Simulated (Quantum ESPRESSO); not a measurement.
**LiCl (Fm-3m): a volume series of phonon spectra**

Wanted: mode Grüneisen parameters of LiCl and a free-energy fit over volumes.

Measurements to reproduce:
- volume expansion coefficient 131.4 1e-6/K and heat capacity C_P per formula unit 48.1 J/mol/K near room temperature (given in “High-Throughput Prediction of Finite-Temperature Properties using the Quasi-Harmonic Approximation”, 2016, arXiv:1603.06924)
- volume expansion coefficient 131.1 1e-6/K near room temperature (given in “Descriptors for thermal expansion in solids”, 2017, arXiv:1701.03966)

Calculated with Quantum ESPRESSO 7.5; DFT PBE, scalar-relativistic, plane waves, GBRV ultrasoft pseudopotentials.

The database entry behind the starting cell differs from later determinations by our own check (0.1 to 0.3 % short, probably kX units), so it need not match the best structure at ambient conditions.

### Step 1. Set-up

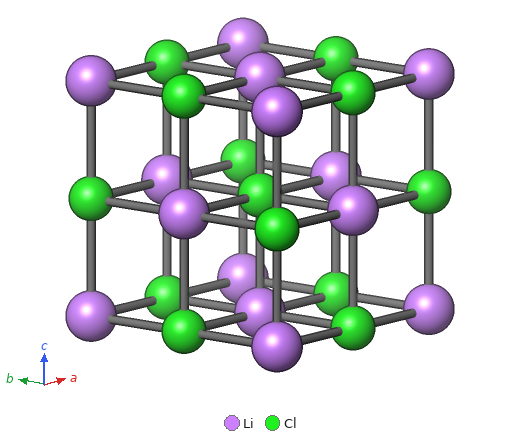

The starting structure, seen from a free direction (lithium purple, chlorine green). This picture shows the conventional cell, with its axes. Some periodic images of atoms are drawn too.

### Step 2. A first coarse run

A cheap single point shows whether the cell is a metal or an insulator and how far it is from rest; that sets the k-mesh and the occupations of what follows.

File probe.in:

```
&CONTROL
  calculation = 'scf'
  prefix      = 'x'
  outdir      = './tmp'
  pseudo_dir  = './pseudo'
  tprnfor     = .true.
  tstress     = .true.
  verbosity   = 'high'
/
&SYSTEM
  ibrav       = 0
  nat         = 2
  ntyp        = 2
  ecutwfc     = 45.0
  ecutrho     = 270.0
  occupations = 'smearing'
  smearing    = 'gaussian'
  degauss     = 0.01
/
&ELECTRONS
  conv_thr         = 1.0d-07
  mixing_beta      = 0.7
  electron_maxstep = 100
/
ATOMIC_SPECIES
 Li      6.9400  Li.upf
 Cl     35.4500  Cl.upf
CELL_PARAMETERS angstrom
     0.000000000    2.564770000    2.564770000
     2.564770000    0.000000000    2.564770000
     2.564770000    2.564770000    0.000000000
ATOMIC_POSITIONS crystal
 Li     0.000000000   0.000000000   0.000000000
 Cl     0.500000000   0.500000000   0.500000000
K_POINTS automatic
 6 6 6 0 0 0
```

Command:

```bash
OMP_NUM_THREADS=1 mpirun -n 4 pw.x -nk 4 -in probe.in > probe.out
```

The log of the run:

```text
Program PWSCF v.7.5

     This program is part of the open-source Quantum ESPRESSO suite
     for quantum simulation of materials; please cite
         "P. Giannozzi et al., J. Phys.:Condens. Matter 21 395502 (2009);
         "P. Giannozzi et al., J. Phys.:Condens. Matter 29 465901 (2017);
         "P. Giannozzi et al., J. Chem. Phys. 152 154105 (2020);
     in publications or presentations arising from this work. More details at

     Message from routine setup:
     using ibrav=0 with symmetry is DISCOURAGED, use correct ibrav instead

     G-vector sticks info
     --------------------
     sticks:   dense  smooth     PW     G-vecs:    dense   smooth      PW
     Sum         859     583    187                16889     9377    1639

     Using Slab Decomposition

     bravais-lattice index     =            0
     lattice parameter (alat)  =       6.8543  a.u.
     unit-cell volume          =     227.7046 (a.u.)^3
     number of atoms/cell      =            2
     number of atomic types    =            2
     number of electrons       =        10.00
     number of Kohn-Sham states=            9
     kinetic-energy cutoff     =      45.0000  Ry
     charge density cutoff     =     270.0000  Ry
     scf convergence threshold =      1.0E-07
     mixing beta               =       0.7000
     number of iterations used =            8  plain     mixing
     Exchange-correlation=  SLA  PW   PBX  PBC
                           (   1   4   3   4   0   0   0)

     celldm(1)=   6.854287  celldm(2)=   0.000000  celldm(3)=   0.000000
     celldm(4)=   0.000000  celldm(5)=   0.000000  celldm(6)=   0.000000

     crystal axes: (cart. coord. in units of alat)
               a(1) = (   0.000000   0.707107   0.707107 )
               a(2) = (   0.707107   0.000000   0.707107 )
               a(3) = (   0.707107   0.707107   0.000000 )

     reciprocal axes: (cart. coord. in units 2 pi/alat)
               b(1) = ( -0.707107  0.707107  0.707107 )
               b(2) = (  0.707107 -0.707107  0.707107 )
               b(3) = (  0.707107  0.707107 -0.707107 )

     PseudoPot. # 1 for Li read from file:
     ./pseudo/Li.upf
     Pseudo is Ultrasoft, Zval =  3.0
     Using radial grid of  751 points,  5 beta functions with:
                l(1) =   0
                l(2) =   0
                l(3) =   0
                l(4) =   1
                l(5) =   1
     Q(r) pseudized with 10 coefficients,  rinner =    1.150   1.150   1.150

     PseudoPot. # 2 for Cl read from file:
     ./pseudo/Cl.upf
     Pseudo is Ultrasoft + core correction, Zval =  7.0
     Using radial grid of  909 points,  6 beta functions with:
                l(1) =   0
                l(2) =   0
                l(3) =   1
                l(4) =   1
                l(5) =   2
                l(6) =   2
     Q(r) pseudized with  8 coefficients,  rinner =    1.300   1.300   1.300
                                                       1.300   1.300

     atomic species   valence    mass     pseudopotential
     Li                3.00     6.94000     Li( 1.00)
     Cl                7.00    35.45000     Cl( 1.00)

     48 Sym. Ops., with inversion, found

                                    s                        frac. trans.

      isym =  1     identity

 cryst.   s( 1) = (     1          0          0      )
                  (     0          1          0      )
                  (     0          0          1      )

 cart.    s( 1) = (  1.0000000 -0.0000000  0.0000000 )
                  ( -0.0000000  1.0000000  0.0000000 )
                  ( -0.0000000  0.0000000  1.0000000 )

      isym =  2     180 deg rotation - cart. axis [0,0,1]

 cryst.   s( 2) = (     0          1         -1      )
                  (     1          0         -1      )
                  (     0          0         -1      )

 cart.    s( 2) = ( -1.0000000  0.0000000  0.0000000 )
                  (  0.0000000 -1.0000000  0.0000000 )
                  (  0.0000000 -0.0000000  1.0000000 )

      isym =  3     180 deg rotation - cart. axis [0,1,0]

 cryst.   s( 3) = (     0         -1          1      )
                  (     0         -1          0      )
                  (     1         -1          0      )

 cart.    s( 3) = ( -1.0000000 -0.0000000 -0.0000000 )
                  (  0.0000000  1.0000000 -0.0000000 )
                  (  0.0000000  0.0000000 -1.0000000 )

      isym =  4     180 deg rotation - cart. axis [1,0,0]

 cryst.   s( 4) = (    -1          0          0      )
                  (    -1          0          1      )
                  (    -1          1          0      )

 cart.    s( 4) = (  1.0000000  0.0000000 -0.0000000 )
                  ( -0.0000000 -1.0000000 -0.0000000 )
                  ( -0.0000000 -0.0000000 -1.0000000 )

      isym =  5     180 deg rotation - cart. axis [1,1,0]

 cryst.   s( 5) = (    -1          0          1      )
[...]
cart.    s( 5) = ( -0.0000000  1.0000000 -0.0000000 )
[...]
isym =  6     180 deg rotation - cart. axis [1,-1,0]

 cryst.   s( 6) = (     0         -1          0      )
[...]
cart.    s( 6) = (  0.0000000 -1.0000000 -0.0000000 )
[...]
isym =  7      90 deg rotation - cart. axis [0,0,-1]

 cryst.   s( 7) = (     0          1          0      )
[...]
cart.    s( 7) = (  0.0000000  1.0000000  0.0000000 )
[...]
isym =  8      90 deg rotation - cart. axis [0,0,1]

 cryst.   s( 8) = (     1          0         -1      )
[...]
cart.    s( 8) = ( -0.0000000 -1.0000000  0.0000000 )
[...]
isym =  9     180 deg rotation - cart. axis [1,0,1]

 cryst.   s( 9) = (    -1          1          0      )
[...]
cart.    s( 9) = (  0.0000000  0.0000000  1.0000000 )
[...]
isym = 10     180 deg rotation - cart. axis [-1,0,1]

 cryst.   s(10) = (     0          0         -1      )
[...]
cart.    s(10) = ( -0.0000000  0.0000000 -1.0000000 )
[...]
isym = 11      90 deg rotation - cart. axis [0,1,0]

 cryst.   s(11) = (     0          0          1      )
[...]
cart.    s(11) = ( -0.0000000 -0.0000000  1.0000000 )
[...]
isym = 12      90 deg rotation - cart. axis [0,-1,0]

 cryst.   s(12) = (     1         -1          0      )
[...]
cart.    s(12) = (  0.0000000 -0.0000000 -1.0000000 )
[...]
isym = 13     180 deg rotation - cart. axis [0,1,1]

[...]
0.0000

          k = 0.2357 0.2357-0.2357 (  1167 PWs)   bands (ev):

   -41.8044 -11.3137  -0.5500   1.4736   1.4736   8.7209  11.6449  11.6449
    13.3533

     occupation numbers
     1.0000   1.0000   1.0000   1.0000   1.0000   0.0000   0.0000   0.0000
     0.0000

          k =-0.3536-0.3536 0.3536 (  1170 PWs)   bands (ev):

   -41.8037 -11.1586  -1.1417   1.4147   1.4147   8.4160  11.1102  11.1102
    14.6389

     occupation numbers
     1.0000   1.0000   1.0000   1.0000   1.0000   0.0000   0.0000   0.0000
     0.0000

          k = 0.2357 0.0000-0.0000 (  1171 PWs)   bands (ev):

   -41.8055 -11.5506   0.8836   1.3650   1.3650   9.1933  12.0476  12.3153
    13.6991

     occupation numbers
     1.0000   1.0000   1.0000   1.0000   1.0000   0.0000   0.0000   0.0000
     0.0000

          k = 0.3536 0.1179-0.1179 (  1164 PWs)   bands (ev):

   -41.8044 -11.3107  -0.1842   1.1319   1.1603   9.8375  11.2261  11.8006
    13.0297

     occupation numbers
     1.0000   1.0000   1.0000   1.0000   1.0000   0.0000   0.0000   0.0000
     0.0000

          k =-0.2357-0.4714 0.4714 (  1153 PWs)   bands (ev):

   -41.8035 -11.1010  -0.9345   0.7790   1.1761   9.3908  10.9717  11.9444
    13.4997

     occupation numbers
     1.0000   1.0000   1.0000   1.0000   1.0000   0.0000   0.0000   0.0000
     0.0000

          k =-0.1179-0.3536 0.3536 (  1156 PWs)   bands (ev):

   -41.8037 -11.1563  -0.7201   0.6330   1.3963   9.4358  11.4348  11.6086
    13.2122

     occupation numbers
     1.0000   1.0000   1.0000   1.0000   1.0000   0.0000   0.0000   0.0000
     0.0000

          k = 0.0000-0.2357 0.2357 (  1159 PWs)   bands (ev):

[...]
occupation numbers
[...]
k = 0.4714 0.0000-0.0000 (  1150 PWs)   bands (ev):

[...]
occupation numbers
[...]
k =-0.1179-0.5893 0.5893 (  1155 PWs)   bands (ev):

[...]
occupation numbers
[...]
k =-0.0000-0.4714 0.4714 (  1141 PWs)   bands (ev):

[...]
occupation numbers
[...]
k =-0.7071 0.0000 0.0000 (  1162 PWs)   bands (ev):

   -41.8028 -10.9143  -1.2195   0.5709   0.5709   9.5015   9.9172  14.1077
    15.7908

     occupation numbers
     1.0000   1.0000   1.0000   1.0000   1.0000   0.0000   0.0000   0.0000
     0.0000

          k =-0.2357-0.4714 0.7071 (  1159 PWs)   bands (ev):

   -41.8035 -11.0978  -0.5617   0.3131   1.0469  10.6635  10.9933  11.3020
    13.4603

     occupation numbers
     1.0000   1.0000   1.0000   1.0000   1.0000   0.0000   0.0000   0.0000
     0.0000

          k =-0.1179-0.3536 0.5893 (  1164 PWs)   bands (ev):

   -41.8030 -10.9844  -0.6923  -0.0581   0.8866  10.5559  10.9609  12.5586
    12.7706

     occupation numbers
     1.0000   1.0000   1.0000   1.0000   1.0000   0.0000   0.0000   0.0000
     0.0000

          k =-0.7071 0.2357 0.0000 (  1166 PWs)   bands (ev):

   -41.8028 -10.9207  -0.8546   0.0199   0.6011  10.3528  11.0241  12.9561
    13.0653

     occupation numbers
     1.0000   1.0000   1.0000   1.0000   1.0000   0.0000   0.0000   0.0000
     0.0000

     the Fermi energy is     5.8417 ev

!    total energy              =     -48.03145712 Ry
     estimated scf accuracy    <       0.00000001 Ry
     smearing contrib. (-TS)   =      -0.00000000 Ry
     internal energy E=F+TS    =     -48.03145712 Ry

     The total energy is F=E-TS. E is the sum of the following terms:
     one-electron contribution =     -10.60841492 Ry
     hartree contribution      =       7.67024858 Ry
     xc contribution           =     -12.93842730 Ry
     ewald contribution        =     -32.15486348 Ry

     convergence has been achieved in   6 iterations

     negative rho (up, down):  1.452E-02 0.000E+00

     Forces acting on atoms (cartesian axes, Ry/au):

     atom    1 type  1   force =     0.00000000    0.00000000    0.00000000
     atom    2 type  2   force =     0.00000000    0.00000000    0.00000000
     The non-local contrib.  to forces
     atom    1 type  1   force =     0.00000000    0.00000000    0.00000000
     atom    2 type  2   force =     0.00000000    0.00000000   -0.00000000
     The ionic contribution  to forces
     atom    1 type  1   force =     0.00000000    0.00000000    0.00000000
     atom    2 type  2   force =     0.00000000   -0.00000000    0.00000000
     The local contribution  to forces
     atom    1 type  1   force =     0.00000000    0.00000000   -0.00000000
     atom    2 type  2   force =    -0.00000000   -0.00000000   -0.00000000
     The core correction contribution to forces
     atom    1 type  1   force =     0.00000000    0.00000000    0.00000000
     atom    2 type  2   force =    -0.00000000    0.00000000   -0.00000000
     The Hubbard contrib.    to forces
     atom    1 type  1   force =     0.00000000    0.00000000    0.00000000
     atom    2 type  2   force =     0.00000000    0.00000000    0.00000000
     The SCF correction term to forces
     atom    1 type  1   force =    -0.00000000    0.00000000    0.00000000
     atom    2 type  2   force =    -0.00000000    0.00000000   -0.00000000

     Total force =     0.000000     Total SCF correction =     0.000000

     Computing stress (Cartesian axis) and pressure

     negative rho (up, down):  1.452E-02 0.000E+00
          total   stress  (Ry/bohr**3)                   (kbar)     P=        3.87
   0.00002631  -0.00000000  -0.00000000            3.87       -0.00       -0.00
  -0.00000000   0.00002631  -0.00000000           -0.00        3.87       -0.00
  -0.00000000  -0.00000000   0.00002631           -0.00       -0.00        3.87

     kinetic stress (kbar)   6265.67      0.00     -0.00
                                0.00   6265.67     -0.00
                               -0.00     -0.00   6265.67

     local   stress (kbar)  -2690.82     -0.00      0.00
                               -0.00  -2690.82      0.00
                                0.00      0.00  -2690.82

     nonloc. stress (kbar)   3901.59     -0.00     -0.00
                               -0.00   3901.59     -0.00
                               -0.00     -0.00   3901.59

     hartree stress (kbar)   1651.75      0.00      0.00
                                0.00   1651.75      0.00
                                0.00      0.00   1651.75

     exc-cor stress (kbar)    227.49     -0.00      0.00
                               -0.00    227.49     -0.00
                                0.00     -0.00    227.49

     corecor stress (kbar)  -2427.43     -0.00     -0.00
                               -0.00  -2427.43     -0.00
                               -0.00     -0.00  -2427.43

     ewald   stress (kbar)  -6924.39      0.00     -0.00
                                0.00  -6924.39      0.00
                               -0.00      0.00  -6924.39

     hubbard stress (kbar)      0.00      0.00      0.00
                                0.00      0.00      0.00
                                0.00      0.00      0.00

     DFT-D   stress (kbar)      0.00      0.00      0.00
[...]
XDM     stress (kbar)      0.00      0.00      0.00
[...]
dft-nl  stress (kbar)      0.00      0.00      0.00
                                0.00      0.00      0.00
                                0.00      0.00      0.00

     TS-vdW  stress (kbar)      0.00      0.00      0.00
                                0.00      0.00      0.00
                                0.00      0.00      0.00

     MDB     stress (kbar)      0.00      0.00      0.00
                                0.00      0.00      0.00
                                0.00      0.00      0.00

     3D-RISM stress (kbar)      0.00      0.00      0.00
                                0.00      0.00      0.00
                                0.00      0.00      0.00

     Writing all to output data dir ./tmp/x.save/ :
     XML data file, charge density, pseudopotentials, collected wavefunctions

   JOB DONE.
```

Run time: 2 s. Hardware: 4 MPI ranks of Arm Neoverse V1, shared host.

A gap read on the k-mesh alone can miss the band edges.

Numbers from this step:

| Quantity | Value |
| --- | --- |
| volume per atom | 16.87 Å³ |
| pressure | 0.387 GPa |
| gap on the k-mesh | 6.327 eV |

The start is under 0.39 GPa at this level and looks like an insulator or semiconductor on this mesh.

(Continued in part 2 of 9.)

[Logs are printed without paths, hosts, clocks, repeated set-up lines and the standing remarks that a program may print on its own settings, such as how far it seeks lower states.]

[Hosts, paths, dates, database ids (printed as entryN), source tags and the programs' standing remarks are cut or masked in the printed files.]

[A step with changed settings may run another functional than the one named; its input shows which.]

[Of the runs on displaced cells, only some may be shown.]
